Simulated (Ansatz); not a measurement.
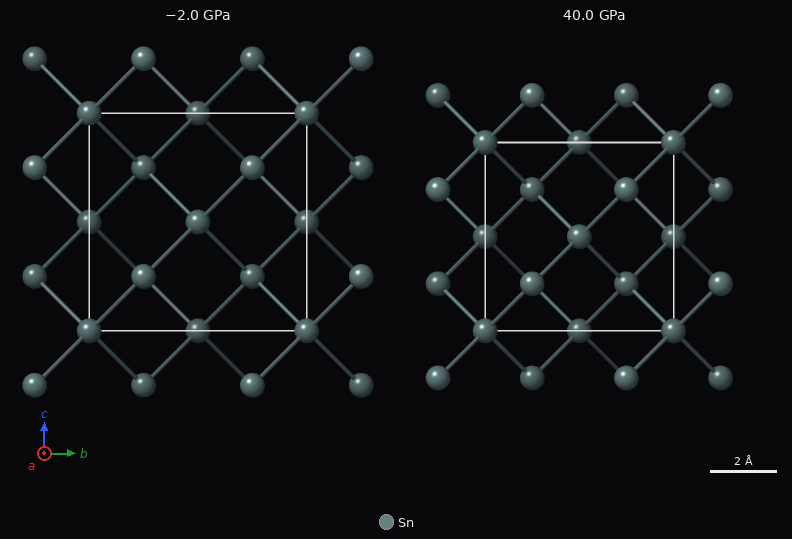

A crystal of Sn (set up in Fd-3m), relaxed (cell and atoms) at several target pressures. The picture shows the first and the last member. A ball-and-stick model of the conventional cell (4 times the calculation's cell), seen along the a axis. Lengths and directions refer to the drawn axes.

Computed with Ansatz 0.2.0: DFT r2SCAN, scalar-relativistic, plane waves, PAW. Settings: plane-wave cutoff 500 eV; k-point mesh 12 × 12 × 12; occupations gaussian; smearing width 0.1 eV; no spin polarisation; cell and atoms relaxed; force threshold 0.008 eV/Å.

| pressure (GPa) | volume (Å³/atom) | a (Å) |
| --- | --- | --- |
| −2.0 | 37.354 | 6.686 |
| 0.0 | 35.361 | 6.565 |
| 2.0 | 33.958 | 6.477 |
| 5.0 | 32.248 | 6.366 |
| 10.0 | 30.195 | 6.228 |
| 20.0 | ? | ? |
| 40.0 | 24.222 | 5.787 |

Estimate the missing row from the others, and compare with the calculation.

Murnaghan's form V = V₀(1 + B′P/B₀)^(−1/B′), with V₀ = 35.361 Å³ from the row at zero pressure, fits the other rows with B₀ = 43.6 GPa and B′ = 4.18 (largest miss 0.146 Å³). At 20.0 GPa it gives 35.361 × (1 + 4.18 × 20.0/43.6)^(−1/4.18) = 27.370 Å³ per atom. The calculation gives 27.479 Å³/atom (a = 6.035 Å). The estimate is 0.109 Å³/atom too low. From the first member to the last: Sn–Sn 2.895 → 2.506 Å.

The whole series:

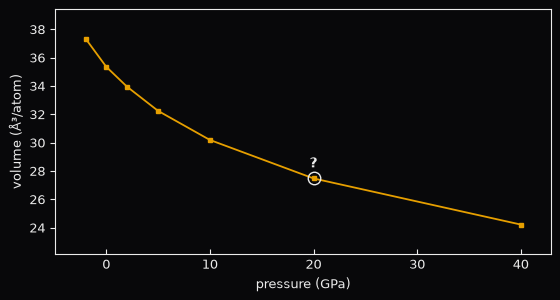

Each member starts from this one structure; whether another phase lies lower wasn't checked.
